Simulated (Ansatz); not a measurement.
Geometry relaxation, with input and output: W16S33 (charge −2) (part 1 of 5)

- system: W16S33 (defect cell, 49 atoms in the cell, total charge −2)
- method: DFT PBE+D3(BJ), scalar-relativistic, plane waves, PAW, no spin polarisation (Ansatz 0.2.0)

The structure derives from a Materials Project entry. It belongs to a series of runs on one base structure; here: S interstitial, charge -2, atoms relaxed at the host's cell.

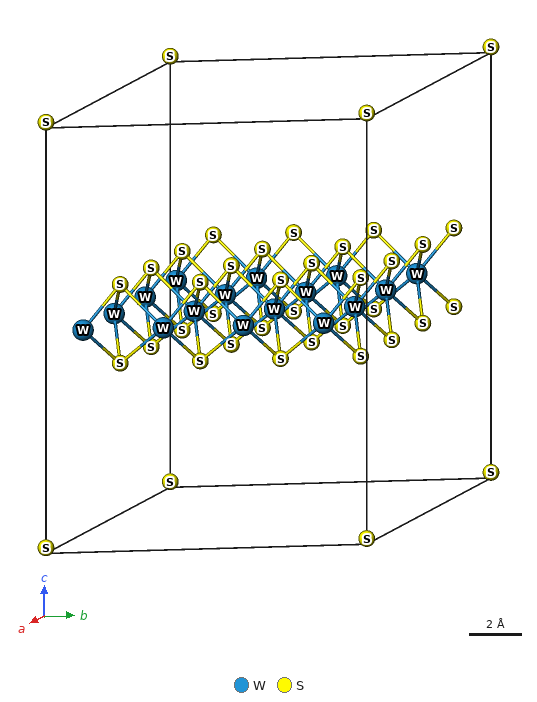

The input geometry (ball-and-stick view of the cell of the calculation, with the vacuum cut short, seen slightly off an axis). An atom can appear more than once, as a periodic image.

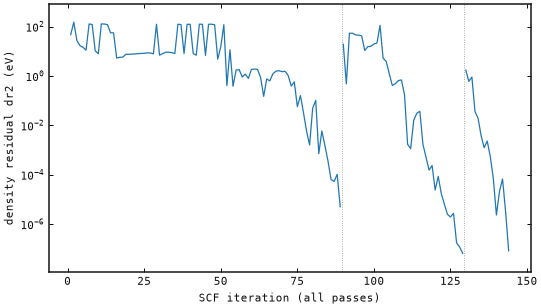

Convergence of the self-consistent field: density residual dr2 against the SCF iteration. The dotted lines part the SCF passes of the relaxation: geometry steps, rejected trials and re-solves on a re-selected basis. The passes take 89, 40 and 15 iterations.

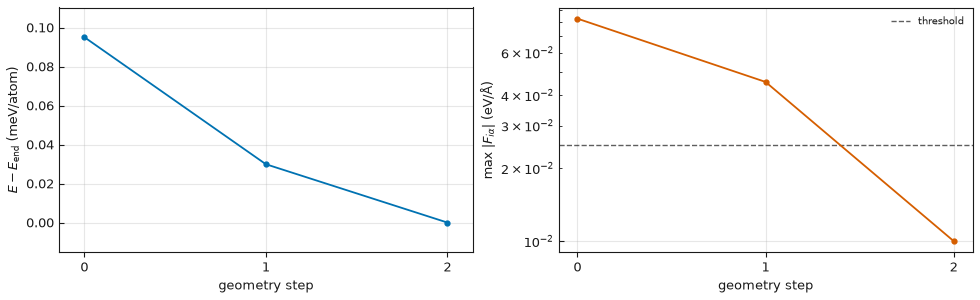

Progress of the relaxation, step by step (the first geometry is step 0 here and step 1 in the log). After 2 geometry steps the energy has fallen by 0.1 meV per atom. The largest force component goes from 0.083 to 0.01 eV/Å. The largest moves, 0.006 Å, are those of S18, S21, S22, S34, S37 and S38. Largest moves by element: S 0.006 Å, W 0.003 Å. The cell doesn't change. (Atoms are counted from 1 in the order of the input.)

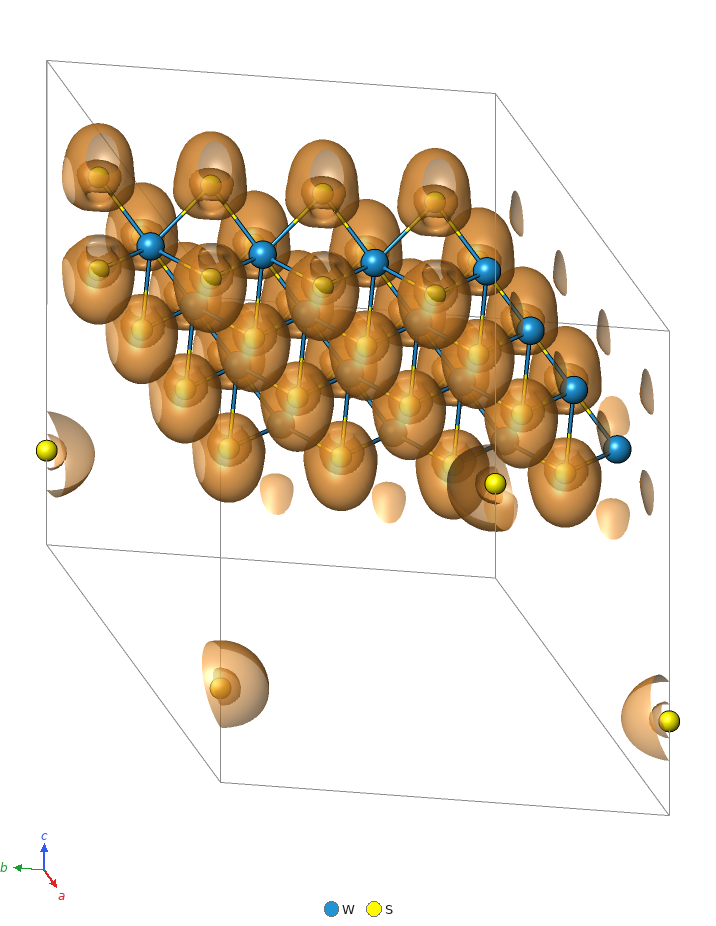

Isosurface of the electron localisation function at 0.75 (orange), seen at an oblique angle. Core shells and regions of very low density are left out. Sticks mark near contacts. Values along the shortest contacts: W–S (2.41 Å): the ELF is about 0.50 at the midpoint. In a PAW calculation such maps are meaningful between the atoms, not at the nuclei.

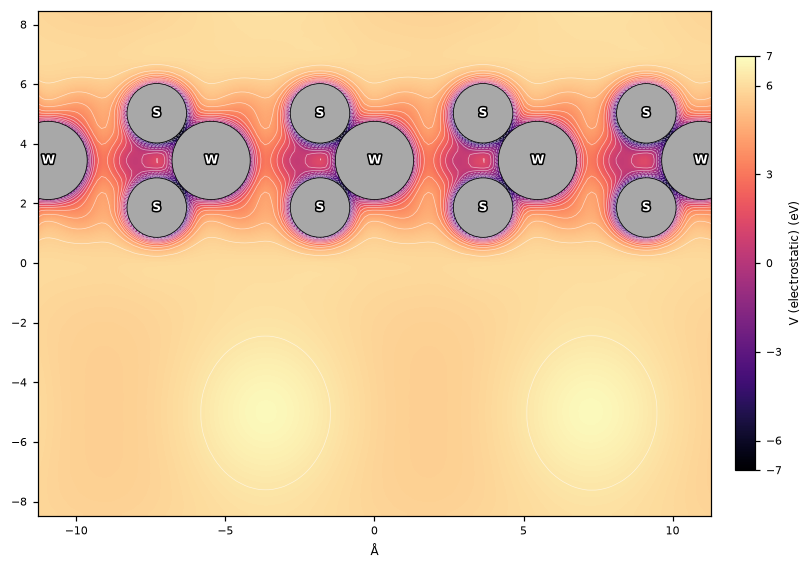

Electrostatic potential (local pseudopotential plus Hartree) felt by an electron on the (110) plane of the calculation cell, a cut from vacuum to vacuum. Grey discs, where drawn, cover atomic cores.

The input and output of the run follow.

## Input
```yaml
crystal:
  lattice:
    - [6.3194333884, -10.9455797038, 0.0]
    - [6.3194333884, 10.9455797038, 0.0]
    - [0.0, 0.0, 16.939467192]
  atoms:
    - { symbol: W, position: [0.666604093, 0.0833979391, 0.0] }
    - { symbol: W, position: [0.4167938461, 0.0833979391, 0.0] }
    - { symbol: W, position: [0.1667389583, 0.0833694791, 0.0] }
    - { symbol: W, position: [0.9166305209, 0.0833694791, 0.0] }
    - { symbol: W, position: [0.6666666667, 0.3333333333, 0.0] }
    - { symbol: W, position: [0.4167938461, 0.333395907, 0.0] }
    - { symbol: W, position: [0.1667487281, 0.3334974562, 0.0] }
    - { symbol: W, position: [0.9166020609, 0.333395907, 0.0] }
    - { symbol: W, position: [0.666604093, 0.5832061539, 0.0] }
    - { symbol: W, position: [0.4166651797, 0.5833348203, 0.0] }
    - { symbol: W, position: [0.1666696406, 0.5833348203, 0.0] }
    - { symbol: W, position: [0.9166020609, 0.5832061539, 0.0] }
    - { symbol: W, position: [0.6665025438, 0.8332512719, 0.0] }
    - { symbol: W, position: [0.4166651797, 0.8333303594, 0.0] }
    - { symbol: W, position: [0.1667487281, 0.8332512719, 0.0] }
    - { symbol: W, position: [0.9166305209, 0.8332610417, 0.0] }
    - { symbol: S, position: [0.83330505, 0.16669495, 0.9068721786] }
    - { symbol: S, position: [0.5833445341, 0.1666890683, 0.906767738] }
    - { symbol: S, position: [0.3333899, 0.16669495, 0.9068721786] }
    - { symbol: S, position: [0.0833720601, 0.1667441202, 0.9069173458] }
    - { symbol: S, position: [0.8333109317, 0.4166554659, 0.906767738] }
    - { symbol: S, position: [0.5833445341, 0.4166554659, 0.906767738] }
    - { symbol: S, position: [0.3333962974, 0.416702337, 0.9068123479] }
    - { symbol: S, position: [0.0833060396, 0.416702337, 0.9068123479] }
    - { symbol: S, position: [0.83330505, 0.6666101, 0.9068721786] }
    - { symbol: S, position: [0.583297663, 0.6666037026, 0.9068123479] }
    - { symbol: S, position: [0.3333333333, 0.6666666667, 0.9067840258] }
    - { symbol: S, position: [0.0833060396, 0.6666037026, 0.9068123479] }
    - { symbol: S, position: [0.8332558798, 0.9166279399, 0.9069173458] }
    - { symbol: S, position: [0.583297663, 0.9166939604, 0.9068123479] }
    - { symbol: S, position: [0.3333962974, 0.9166939604, 0.9068123479] }
    - { symbol: S, position: [0.0833720601, 0.9166279399, 0.9069173458] }
    - { symbol: S, position: [0.83330505, 0.16669495, 0.0931278214] }
    - { symbol: S, position: [0.5833445341, 0.1666890683, 0.093232262] }
    - { symbol: S, position: [0.3333899, 0.16669495, 0.0931278214] }
    - { symbol: S, position: [0.0833720601, 0.1667441202, 0.0930826542] }
    - { symbol: S, position: [0.8333109317, 0.4166554659, 0.093232262] }
    - { symbol: S, position: [0.5833445341, 0.4166554659, 0.093232262] }
    - { symbol: S, position: [0.3333962974, 0.416702337, 0.0931876521] }
    - { symbol: S, position: [0.0833060396, 0.416702337, 0.0931876521] }
    - { symbol: S, position: [0.83330505, 0.6666101, 0.0931278214] }
    - { symbol: S, position: [0.583297663, 0.6666037026, 0.0931876521] }
    - { symbol: S, position: [0.3333333333, 0.6666666667, 0.0932159742] }
    - { symbol: S, position: [0.0833060396, 0.6666037026, 0.0931876521] }
    - { symbol: S, position: [0.8332558798, 0.9166279399, 0.0930826542] }
    - { symbol: S, position: [0.583297663, 0.9166939604, 0.0931876521] }
    - { symbol: S, position: [0.3333962974, 0.9166939604, 0.0931876521] }
    - { symbol: S, position: [0.0833720601, 0.9166279399, 0.0930826542] }
    - { symbol: S, position: [0.0, 0.0, 0.5] }
  host:
    lattice:
      - [3.1597166942, 0.0, 0.0]
      - [-1.5798583471, 2.7363949259, 0.0]
      - [0.0, 0.0, 16.939467192]
    atoms:
      - { symbol: W, position: [0.3333333333, 0.6666666667, 0.0] }
      - { symbol: S, position: [0.6666666667, 0.3333333333, 0.9069626205] }
      - { symbol: S, position: [0.6666666667, 0.3333333333, 0.0930373795] }
total_charge: -2
basis:
  ecutwfc: 420
  xc_grid: 2
kpoints:
  mp_grid: { grid: [2, 2, 2], shift: [0.0, 0.0, 0.0] }
hamiltonian:
  xc: pbe
  dispersion: d3bj
scf:
  occupations: { method: gaussian, width: 0.01 }
output:
  forces: true
  stress: false
  eigenvalues: true
  charged_corrections:
    defect_position: [0.0, 0.0, 0.5]
    epsilon: [[5.6101, 0.0, 0.0], [0.0, 5.6101, 0.0], [0.0, 0.0, 1.4325]]
  write_density: true
  write_potential: true
  elf: true
  volumetric_format: npy
relax:
  adjacent_minimum: "off"
  f_tol: 0.025
  max_steps: 45
```

Command:
```bash
ansatz run input.yaml --threads 4 --pin off --max-ram 10240MiB --backend cpu --events-out ev --progress --plain --runs-dir out
```

## Log
```
Engine: ansatz 0.2.0, x86_64-unknown-linux-gnu
Pseudopotentials: kind: paw
Pseudopotential: W, paw, valence charge 14, recommended cutoff 420 eV (normal), W.paw.azcp
Pseudopotential: S, paw, valence charge 6, recommended cutoff 420 eV (normal), S.paw.azcp
Functional definition: PBE
  parameter kappa = 0.804
  parameter beta = 0.06672455060314922
  exchange = pbe_x(kappa = kappa, mu = beta*pi^2/3)
  correlation = pbe_c(beta = beta)
Crystal: 49 atoms, lattice volume = 2343.401 Å³
Basis set: ecut = 420 eV, 45813 PW (Γ), exchange–correlation on 180×180×240 points (8 copies of the dense FFT grid, shifted against one another)
Bands: 261, of which v1, the nominal top of the filled ones, is band 212 counted from 1 (211 counted from 0)
Symmetry: 12 space group operations
Space group: P-6m2 (ITA 187), of the structure as read, at distance tolerance 1.3e-4 Å
k-points: 4 of 8
Non-local potential: W, projectors of the file, l = 0: 3, l = 1: 2, l = 2: 2, l = 3: 1
Non-local potential: S, projectors of the file, l = 0: 2, l = 1: 2, l = 2: 2
PAW form: soft (Blöchl's): semilocal exchange-correlation on the pseudo side does not see the compensation charge
PAW one-centre angular grid: W, 590 points (default); XC on 64 Gauss nodes
PAW one-centre angular grid: S, 110 points (default); XC on 64 Gauss nodes
Initial density: superposition of atomic densities (neutral atoms scaled as one to the charged cell's electrons: chi_scale 0, normalization atom), corrected by the library's trained network
Initial wavefunctions: pseudopotential atomic-orbital guess
Functional: x = pbe(κ = 0.804, μ = 0.2195149727645171), c = pbe(β = 0.06672455060314922)
SCF iter   1: F=—  HF=-195984.946829 eV  |F-HF|=—  |Δ(HF+E_count)|=         —  Δρ=1.68e-2  dr2=4.70e1  ethr=1.77e-3  ⟨swp⟩=8.5  Hψ=4696  notcnv=0  defer=60
preconditioner: auto → Resta (q_TF=auto, 2.052 Å⁻¹)  ε∞=3.5  [insulator: Δε(μ)=1.850 eV  Ē_g=8.423 eV  σ=0.010 eV  W_gap=1.00  n_scr=328 (ndim 8)  ℏωp=13.2 eV  f_vac=0.592  D(μ)=0.00/eV (n_scr^D=0)  ε∞_Penn≈3.5  vacuum switching on, ρ_ref=5.1e-3 e/Å³]
SCF iter   2: F=—  HF=-195978.148775 eV  |F-HF|=—  |Δ(HF+E_count)|=    6.80e0  Δρ=3.09e-2  dr2=1.53e2  ethr=1.77e-3  ⟨swp⟩=4.2  Hψ=2247  notcnv=0  defer=150  recentre
preconditioner: auto → LDOS  [metal: Δε(μ)=0.004 eV  Ē_g=8.199 eV  σ=0.010 eV  W_gap=0.20  n_scr=328 (ndim 8)  ℏωp=13.2 eV  f_vac=0.585  D(μ)=317.91/eV (n_scr^D=4790)  β→1.0]
SCF iter   3: F=—  HF=-195981.463396 eV  |F-HF|=—  |Δ(HF+E_count)|=    3.31e0  Δρ=1.27e-2  dr2=2.74e1  ethr=1.77e-3  ⟨swp⟩=3.0  Hψ=2432  notcnv=0  defer=164
SCF iter   4: F=—  HF=-195977.021432 eV  |F-HF|=—  |Δ(HF+E_count)|=    4.44e0  Δρ=9.15e-3  dr2=1.70e1  ethr=1.77e-3  ⟨swp⟩=2.5  Hψ=1716  notcnv=0  defer=155
SCF iter   5: F=—  HF=-195975.303839 eV  |F-HF|=—  |Δ(HF+E_count)|=    1.72e0  Δρ=8.69e-3  dr2=1.46e1  ethr=1.77e-3  ⟨swp⟩=2.2  Hψ=1235  notcnv=0  defer=152
SCF iter   6: F=—  HF=-195973.418294 eV  |F-HF|=—  |Δ(HF+E_count)|=    1.89e0  Δρ=7.48e-3  dr2=1.11e1  ethr=1.77e-3  ⟨swp⟩=2.5  Hψ=1838  notcnv=0  defer=155
SCF iter   7: F=—  HF=-195975.537971 eV  |F-HF|=—  |Δ(HF+E_count)|=    2.12e0  Δρ=2.58e-2  dr2=1.28e2  ethr=1.77e-3  ⟨swp⟩=2.0  Hψ=1208  notcnv=0  defer=168  recentre
SCF iter   8: F=—  HF=-195972.050505 eV  |F-HF|=—  |Δ(HF+E_count)|=    3.49e0  Δρ=2.52e-2  dr2=1.22e2  ethr=1.77e-3  ⟨swp⟩=1.8  Hψ=1208  notcnv=0  defer=156
SCF iter   9: F=—  HF=-195973.674648 eV  |F-HF|=—  |Δ(HF+E_count)|=    1.62e0  Δρ=7.23e-3  dr2=1.05e1  ethr=1.77e-3  ⟨swp⟩=2.0  Hψ=1054  notcnv=0  defer=156
SCF iter  10: F=—  HF=-195972.267811 eV  |F-HF|=—  |Δ(HF+E_count)|=    1.41e0  Δρ=6.20e-3  dr2=7.89e0  ethr=1.77e-3  ⟨swp⟩=1.0  Hψ=1204  notcnv=0  defer=156
SCF iter  11: F=—  HF=-195976.340384 eV  |F-HF|=—  |Δ(HF+E_count)|=    4.07e0  Δρ=2.55e-2  dr2=1.29e2  ethr=1.77e-3  ⟨swp⟩=1.0  Hψ=1204  notcnv=0  defer=156  recentre
SCF iter  12: F=—  HF=-195974.363598 eV  |F-HF|=—  |Δ(HF+E_count)|=    1.98e0  Δρ=2.55e-2  dr2=1.27e2  ethr=1.77e-3  ⟨swp⟩=1.0  Hψ=1036  notcnv=0  defer=156
SCF iter  13: F=—  HF=-195969.278556 eV  |F-HF|=—  |Δ(HF+E_count)|=    5.09e0  Δρ=2.51e-2  dr2=1.20e2  ethr=1.77e-3  ⟨swp⟩=1.0  Hψ=876  notcnv=0  defer=156
SCF iter  14: F=—  HF=-195970.150630 eV  |F-HF|=—  |Δ(HF+E_count)|=   8.72e-1  Δρ=1.72e-2  dr2=5.62e1  ethr=1.77e-3  ⟨swp⟩=1.0  Hψ=1036  notcnv=0  defer=156
SCF iter  15: F=—  HF=-195970.167064 eV  |F-HF|=—  |Δ(HF+E_count)|=   1.64e-2  Δρ=1.71e-2  dr2=5.61e1  ethr=1.77e-3  ⟨swp⟩=1.0  Hψ=870  notcnv=0  defer=156
SCF iter  16: F=—  HF=-195971.207154 eV  |F-HF|=—  |Δ(HF+E_count)|=    1.04e0  Δρ=5.25e-3  dr2=5.33e0  ethr=1.77e-3  ⟨swp⟩=1.2  Hψ=1172  notcnv=0  defer=156
SCF iter  17: F=—  HF=-195971.434273 eV  |F-HF|=—  |Δ(HF+E_count)|=   2.27e-1  Δρ=5.50e-3  dr2=5.72e0  ethr=1.26e-3  ⟨swp⟩=1.0  Hψ=873  notcnv=0  defer=158
SCF iter  18: F=—  HF=-195971.505166 eV  |F-HF|=—  |Δ(HF+E_count)|=   7.09e-2  Δρ=5.52e-3  dr2=5.81e0  ethr=1.26e-3  ⟨swp⟩=1.2  Hψ=1122  notcnv=0  defer=156
SCF iter  19: F=—  HF=-195972.078224 eV  |F-HF|=—  |Δ(HF+E_count)|=   5.73e-1  Δρ=6.30e-3  dr2=7.59e0  ethr=1.26e-3  ⟨swp⟩=1.2  Hψ=1189  notcnv=0  defer=154
SCF iter  20: F=—  HF=-195972.088734 eV  |F-HF|=—  |Δ(HF+E_count)|=   1.05e-2  Δρ=6.30e-3  dr2=7.61e0  ethr=1.26e-3  ⟨swp⟩=1.0  Hψ=890  notcnv=0  defer=154
SCF iter  21: F=—  HF=-195972.114838 eV  |F-HF|=—  |Δ(HF+E_count)|=   2.61e-2  Δρ=6.30e-3  dr2=7.69e0  ethr=1.26e-3  ⟨swp⟩=1.0  Hψ=890  notcnv=0  defer=154
SCF iter  22: F=—  HF=-195972.161908 eV  |F-HF|=—  |Δ(HF+E_count)|=   4.71e-2  Δρ=6.39e-3  dr2=7.82e0  ethr=1.26e-3  ⟨swp⟩=1.0  Hψ=890  notcnv=0  defer=154
SCF iter  23: F=—  HF=-195972.247545 eV  |F-HF|=—  |Δ(HF+E_count)|=   8.56e-2  Δρ=6.52e-3  dr2=8.02e0  ethr=1.26e-3  ⟨swp⟩=1.0  Hψ=890  notcnv=0  defer=154
SCF iter  24: F=—  HF=-195972.324636 eV  |F-HF|=—  |Δ(HF+E_count)|=   7.71e-2  Δρ=6.60e-3  dr2=8.17e0  ethr=1.26e-3  ⟨swp⟩=1.0  Hψ=1204  notcnv=0  defer=154
SCF iter  25: F=—  HF=-195972.408398 eV  |F-HF|=—  |Δ(HF+E_count)|=   8.38e-2  Δρ=6.63e-3  dr2=8.31e0  ethr=1.26e-3  ⟨swp⟩=1.0  Hψ=888  notcnv=0  defer=154
SCF iter  26: F=—  HF=-195972.619570 eV  |F-HF|=—  |Δ(HF+E_count)|=   2.11e-1  Δρ=6.77e-3  dr2=8.70e0  ethr=1.26e-3  ⟨swp⟩=1.0  Hψ=888  notcnv=0  defer=154
SCF iter  27: F=—  HF=-195972.549222 eV  |F-HF|=—  |Δ(HF+E_count)|=   7.03e-2  Δρ=6.65e-3  dr2=8.50e0  ethr=1.26e-3  ⟨swp⟩=1.0  Hψ=1204  notcnv=0  defer=154
SCF iter  28: F=—  HF=-195972.309341 eV  |F-HF|=—  |Δ(HF+E_count)|=   2.40e-1  Δρ=6.37e-3  dr2=7.92e0  ethr=1.26e-3  ⟨swp⟩=1.0  Hψ=888  notcnv=0  defer=154
SCF iter  29: F=—  HF=-195972.056794 eV  |F-HF|=—  |Δ(HF+E_count)|=   2.53e-1  Δρ=2.56e-2  dr2=1.25e2  ethr=1.26e-3  ⟨swp⟩=1.0  Hψ=1204  notcnv=0  defer=154  recentre
SCF iter  30: F=—  HF=-195971.859877 eV  |F-HF|=—  |Δ(HF+E_count)|=   1.97e-1  Δρ=5.99e-3  dr2=6.98e0  ethr=1.26e-3  ⟨swp⟩=1.0  Hψ=1042  notcnv=0  defer=154
SCF iter  31: F=—  HF=-195972.305895 eV  |F-HF|=—  |Δ(HF+E_count)|=   4.46e-1  Δρ=6.47e-3  dr2=8.05e0  ethr=1.26e-3  ⟨swp⟩=1.0  Hψ=888  notcnv=0  defer=154
SCF iter  32: F=—  HF=-195972.880819 eV  |F-HF|=—  |Δ(HF+E_count)|=   5.75e-1  Δρ=6.83e-3  dr2=9.17e0  ethr=1.26e-3  ⟨swp⟩=1.0  Hψ=1204  notcnv=0  defer=154
SCF iter  33: F=—  HF=-195972.929394 eV  |F-HF|=—  |Δ(HF+E_count)|=   4.86e-2  Δρ=6.87e-3  dr2=9.22e0  ethr=1.26e-3  ⟨swp⟩=1.0  Hψ=888  notcnv=0  defer=154
SCF iter  34: F=—  HF=-195972.725585 eV  |F-HF|=—  |Δ(HF+E_count)|=   2.04e-1  Δρ=6.66e-3  dr2=8.84e0  ethr=1.26e-3  ⟨swp⟩=1.0  Hψ=888  notcnv=0  defer=154
SCF iter  35: F=—  HF=-195972.360419 eV  |F-HF|=—  |Δ(HF+E_count)|=   3.65e-1  Δρ=6.35e-3  dr2=8.13e0  ethr=1.26e-3  ⟨swp⟩=1.0  Hψ=1204  notcnv=0  defer=154
SCF iter  36: F=—  HF=-195973.143257 eV  |F-HF|=—  |Δ(HF+E_count)|=   7.83e-1  Δρ=2.54e-2  dr2=1.25e2  ethr=1.26e-3  ⟨swp⟩=2.0  Hψ=900  notcnv=0  defer=154  recentre
SCF iter  37: F=—  HF=-195971.993651 eV  |F-HF|=—  |Δ(HF+E_count)|=    1.15e0  Δρ=2.50e-2  dr2=1.21e2  ethr=1.26e-3  ⟨swp⟩=1.0  Hψ=1204  notcnv=0  defer=154
SCF iter  38: F=—  HF=-195972.351973 eV  |F-HF|=—  |Δ(HF+E_count)|=   3.58e-1  Δρ=6.42e-3  dr2=8.14e0  ethr=1.26e-3  ⟨swp⟩=1.5  Hψ=894  notcnv=0  defer=154
SCF iter  39: F=—  HF=-195972.224168 eV  |F-HF|=—  |Δ(HF+E_count)|=   1.28e-1  Δρ=2.52e-2  dr2=1.24e2  ethr=1.26e-3  ⟨swp⟩=1.0  Hψ=1204  notcnv=0  defer=154  recentre
SCF iter  40: F=—  HF=-195972.364966 eV  |F-HF|=—  |Δ(HF+E_count)|=   1.41e-1  Δρ=2.52e-2  dr2=1.24e2  ethr=1.26e-3  ⟨swp⟩=1.2  Hψ=1206  notcnv=0  defer=152
SCF iter  41: F=—  HF=-195972.328126 eV  |F-HF|=—  |Δ(HF+E_count)|=   3.68e-2  Δρ=6.44e-3  dr2=8.12e0  ethr=1.26e-3  ⟨swp⟩=1.5  Hψ=898  notcnv=0  defer=152
SCF iter  42: F=—  HF=-195971.865695 eV  |F-HF|=—  |Δ(HF+E_count)|=   4.62e-1  Δρ=5.96e-3  dr2=6.99e0  ethr=1.26e-3  ⟨swp⟩=1.0  Hψ=1204  notcnv=0  defer=152
SCF iter  43: F=—  HF=-195973.582095 eV  |F-HF|=—  |Δ(HF+E_count)|=    1.72e0  Δρ=2.53e-2  dr2=1.26e2  ethr=1.26e-3  ⟨swp⟩=1.0  Hψ=888  notcnv=0  defer=152  recentre
SCF iter  44: F=—  HF=-195972.632518 eV  |F-HF|=—  |Δ(HF+E_count)|=   9.50e-1  Δρ=2.52e-2  dr2=1.24e2  ethr=1.26e-3  ⟨swp⟩=1.0  Hψ=1042  notcnv=0  defer=152
```
